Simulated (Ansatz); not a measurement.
# What a change does: band-structure calculation on SnO

System: SnO (I4/mmm, 2 atoms in the cell).
Method of run A: DFT, r2SCAN, plane waves, PAW, no spin polarisation (Ansatz 0.2.0).

The structure was built on a prototype by a generator. The geometry comes from this level: r2SCAN (a point of a series of strains). Text and figures count atoms from 1; the logs count them from 0 in places.

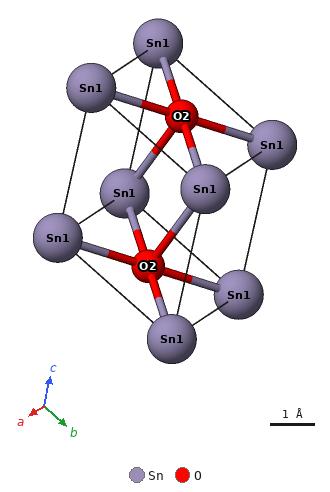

Fig. 1: The structure as given in the input (ball-and-stick view of the reduced cell, seen slightly off an axis; atoms are numbered from 1 in the order of the input).

## Input file, run A
```yaml
crystal:
  lattice:
    - [0.0, 2.5369732568, 2.5669095413]
    - [2.5369732568, 0.0, 2.5669095413]
    - [2.5369732568, 2.5369732568, 0.0]
  atoms:
    - { symbol: Sn, position: [0.0, 0.0, 0.0] }
    - { symbol: O, position: [0.5, 0.5, 0.5] }
kpoints:
  mp_grid: { grid: [8, 8, 8] }
  band_path:
    path:
      - [0.0, 0.0, 0.0]
      - [0.5, 0.0, 0.5]
      - [0.625, 0.25, 0.625]
      - [0.375, 0.375, 0.75]
      - [0.5, 0.5, 0.5]
      - [0.5, 0.25, 0.75]
      - [0.5, 0.425, 0.575]
      - [0.134766, 0.143066, -0.434733]
      - [0.059896, -0.419271, 0.153646]
    npoints: 1
hamiltonian:
  xc: r2scan
scf:
  occupations: { method: fermi_dirac, width: 0.02 }
  n_extra_bands: 4
output:
  forces: true
  stress: true
  eigenvalues: true
```

Launched with:
```bash
ansatz run input.yaml --threads 4 --pin off --max-ram 3686MiB --backend cpu --events-out ev --progress --plain --runs-dir out
```

Hardware: 4 threads of an Arm (aarch64) CPU, shared host.

## Output, shortened to warnings, some set-up lines, iterations and results (run A)
```
Basis set: ecut = 500 eV, 869 PW (Γ), exchange–correlation on 108×108×108 points (64 copies of the dense FFT grid, shifted against one another)
Symmetry: 16 space group operations
k-points: 59 of 512
Initial density: superposition of atomic densities (neutral atoms: chi_scale 0, normalization atom), corrected by the library's trained network
[...]
SCF iter   1: F=—  HF=-6606.084190 eV  |F-HF|=—  |Δ(HF+E_count)|=         —  Δρ=7.06e-3  dr2=1.83e-2  dr2_τ=2.75e-2  ethr=1.77e-3  ⟨swp⟩=5.7  Hψ=4345  notcnv=0
SCF iter   2: F=—  HF=-6606.107717 eV  |F-HF|=—  |Δ(HF+E_count)|=   2.35e-2  Δρ=6.13e-3  dr2=6.12e-3  dr2_τ=1.40e-3  ethr=9.14e-5  ⟨swp⟩=2.5  Hψ=1882  notcnv=0
SCF iter   3: F=—  HF=-6606.106833 eV  |F-HF|=—  |Δ(HF+E_count)|=   8.83e-4  Δρ=2.16e-3  dr2=1.92e-3  dr2_τ=1.25e-4  ethr=3.06e-5  ⟨swp⟩=2.0  Hψ=1349  notcnv=0
SCF iter   4: F=—  HF=-6606.106427 eV  |F-HF|=—  |Δ(HF+E_count)|=   4.06e-4  Δρ=7.82e-4  dr2=1.11e-4  dr2_τ=1.20e-5  ethr=9.58e-6  ⟨swp⟩=1.7  Hψ=928  notcnv=0
SCF iter   5: F=—  HF=-6606.106413 eV  |F-HF|=—  |Δ(HF+E_count)|=   1.48e-5  Δρ=3.14e-4  dr2=1.27e-5  dr2_τ=1.40e-6  ethr=5.55e-7  ⟨swp⟩=1.2  Hψ=844  notcnv=0
SCF iter   6: F=—  HF=-6606.106413 eV  |F-HF|=—  |Δ(HF+E_count)|=   5.66e-7  Δρ=6.63e-5  dr2=5.48e-7  dr2_τ=3.50e-8  ethr=6.33e-8  ⟨swp⟩=2.4  Hψ=1049  notcnv=0
SCF iter   7: F=-6606.106413 eV  HF=-6606.106413 eV  |F-HF|=3.51e-9  |Δ(HF+E_count)|=   1.01e-7  Δρ=8.79e-6  dr2=1.01e-8  dr2_τ=1.27e-9  ethr=5.00e-10  ⟨swp⟩=5.1  Hψ=3559  …
SCF 1 converged in 7 iterations: F = -6606.106413 eV  dr2 = 1.01e-8
NSCF: frozen V_eff on 9 k-points
SCF converged after 7 iterations
Free energy (F): -6606.106413 eV
Harris-Foulkes:  -6606.106413 eV  (|F-HF|=3.51e-9)
Internal energy: -6606.106413 eV  (E = F + TS)
E sigma→0 (E₀):  -6606.106413 eV
Fermi energy:    10.848514 eV
--- Per-component energies (eV) ---
  E_band       = -84.236776
  E_kinetic    = 359.117244
  E_local      = -1041.849219  (includes V_loc(G=0)·N_el)
  E_nonlocal   = 13.670969
  E_hartree    = 587.086936
  E_xc         = -449.521069
  E_vxc        = -211.443412  (∫ρ·V_xc dr)
  E_paw        = -4313.153203  (= ΣΔE_a)
  E_vpaw       = -391.294550  (= ΣTr[D̂ρ^β])
  E_aug_tail   = 0.000960  (compensation charges beyond the density's cutoff)
  E_vtau       = 13.386150  (kinetic-family band-sum trace: ∫τ·v_τ [+ j·A + Jᵃ·Aᵃ] dr)
  E_ewald      = -1762.162410
  E_core_change = 0.703379  (= ΣΔE_core)
  E_smearing   = -0.000000  (= −TS)
  E_closure    = 0.000000  (closes the sum)
  Σ components = -6606.106413   (vs F -6606.106413, Δ=0.00e0)
--- Forces (eV/Å), atoms counted from 1 ---
  atom   1  Sn    -0.00000000    -0.00000000     0.00000000
  atom   2  O      0.00000000     0.00000000     0.00000000
  max |Σ_I F_I| component: 2.45e-29 eV/Å
--- Stress (GPa, compression-positive) ---
       -0.877674       0.000000       0.000000
        0.000000      -0.877674       0.000000
        0.000000       0.000000      -1.679645
  P = ⅓ Tr σ = -1.1450 GPa (-11.450 kbar)
```

The input of run B differs as follows (lines with − go, lines with + come):
```diff
-  xc: r2scan
+  xc: pbe
+  write_density: true
+  write_potential: true
+  elf: true
+  volumetric_format: npy
```

What does this change do to the results?

The total energies belong to different methods, so their difference says nothing on which is more stable or more accurate. The gap on the mesh goes from 0.98 to 0.85 eV. The pressure goes from −1.14 to 1.25 GPa. The functional changes from r2SCAN to PBE. The SCF takes 6 iterations against 7. The default cutoff goes from 500 to 420 eV with the change. The plane waves at Γ go from 869 to 625.

## Output, shortened to warnings, some set-up lines, iterations and results (run B)
```
Basis set: ecut = 420 eV, 625 PW (Γ), exchange–correlation on 50×50×48 points (8 copies of the dense FFT grid, shifted against one another)
Symmetry: 16 space group operations
k-points: 59 of 512
Initial density: superposition of atomic densities (neutral atoms: chi_scale 0, normalization atom), corrected by the library's trained network
[...]
SCF iter   1: F=—  HF=-6590.802691 eV  |F-HF|=—  |Δ(HF+E_count)|=         —  Δρ=4.28e-3  dr2=4.92e-3  ethr=1.77e-3  ⟨swp⟩=5.9  Hψ=4358  notcnv=0
SCF iter   2: F=—  HF=-6590.800643 eV  |F-HF|=—  |Δ(HF+E_count)|=   2.05e-3  Δρ=1.69e-3  dr2=8.39e-4  ethr=2.46e-5  ⟨swp⟩=2.0  Hψ=1755  notcnv=0
SCF iter   3: F=—  HF=-6590.800642 eV  |F-HF|=—  |Δ(HF+E_count)|=   5.42e-7  Δρ=3.07e-4  dr2=2.29e-5  ethr=4.19e-6  ⟨swp⟩=2.8  Hψ=1394  notcnv=0
SCF iter   4: F=—  HF=-6590.800644 eV  |F-HF|=—  |Δ(HF+E_count)|=   1.33e-6  Δρ=1.06e-4  dr2=2.66e-6  ethr=1.15e-7  ⟨swp⟩=2.0  Hψ=1400  notcnv=0
SCF iter   5: F=-6590.800642 eV  HF=-6590.800642 eV  |F-HF|=2.96e-8  |Δ(HF+E_count)|=   1.69e-6  Δρ=1.81e-5  dr2=5.90e-8  ethr=1.33e-8  ⟨swp⟩=2.0  Hψ=1379  notcnv=0
SCF iter   6: F=-6590.800642 eV  HF=-6590.800642 eV  |F-HF|=6.78e-9  |Δ(HF+E_count)|=   5.34e-8  Δρ=4.38e-6  dr2=4.51e-9  ethr=2.95e-10  ⟨swp⟩=5.1  Hψ=4488  notcnv=0
SCF 1 converged in 6 iterations: F = -6590.800642 eV  dr2 = 4.51e-9
NSCF: frozen V_eff on 9 k-points
SCF converged after 6 iterations
Free energy (F): -6590.800642 eV
Harris-Foulkes:  -6590.800642 eV  (|F-HF|=6.78e-9)
Internal energy: -6590.800642 eV  (E = F + TS)
E sigma→0 (E₀):  -6590.800642 eV
Fermi energy:    10.840347 eV
--- Per-component energies (eV) ---
  E_band       = -70.826608
  E_kinetic    = 358.301320
  E_local      = -1040.286283  (includes V_loc(G=0)·N_el)
  E_nonlocal   = 14.886865
  E_hartree    = 585.283002
  E_xc         = -457.492125
  E_vxc        = -191.161396  (∫ρ·V_xc dr)
  E_paw        = -4289.333335  (= ΣΔE_a)
  E_vpaw       = -383.132356  (= ΣTr[D̂ρ^β])
  E_aug_tail   = 0.002323  (compensation charges beyond the density's cutoff)
  E_ewald      = -1762.162410
  E_smearing   = -0.000000  (= −TS)
  E_closure    = 0.000000  (closes the sum)
  Σ components = -6590.800642   (vs F -6590.800642, Δ=0.00e0)
--- Forces (eV/Å), atoms counted from 1 ---
  atom   1  Sn    -0.00000000     0.00000000     0.00000000
  atom   2  O      0.00000000     0.00000000     0.00000000
  max |Σ_I F_I| component: 2.37e-29 eV/Å
--- Stress (GPa, compression-positive) ---
        1.551444       0.000000       0.000000
        0.000000       1.551444       0.000000
        0.000000       0.000000       0.649063
  P = ⅓ Tr σ = 1.2507 GPa (12.507 kbar)
```

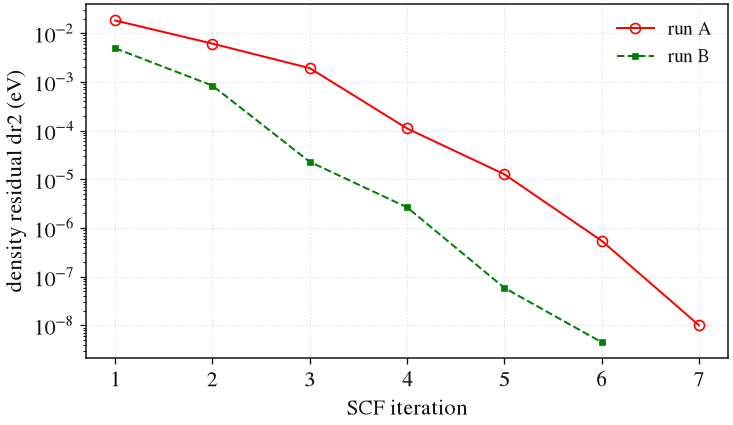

Fig. 2: Convergence of the two runs: density residual dr2 against the SCF iteration. Run A takes 7 iterations in all, and run B takes 6.

## The two runs side by side

| quantity | run A | run B |
| --- | --- | --- |
| outcome | converged | converged |
| free energy per atom (eV) | −3303.0532 | −3295.4003 |
| gap on the mesh (eV) | 0.98 | 0.85 |
| pressure (GPa) | −1.14 | 1.25 |
| largest force (eV/Å) | 0.000 | 0.000 |
| SCF iterations | 7 | 6 |
| irreducible k-points | 59 | 59 |
| plane waves at Γ | 869 | 625 |
| wall time (shared host) | 2.8 s | 1.4 s |
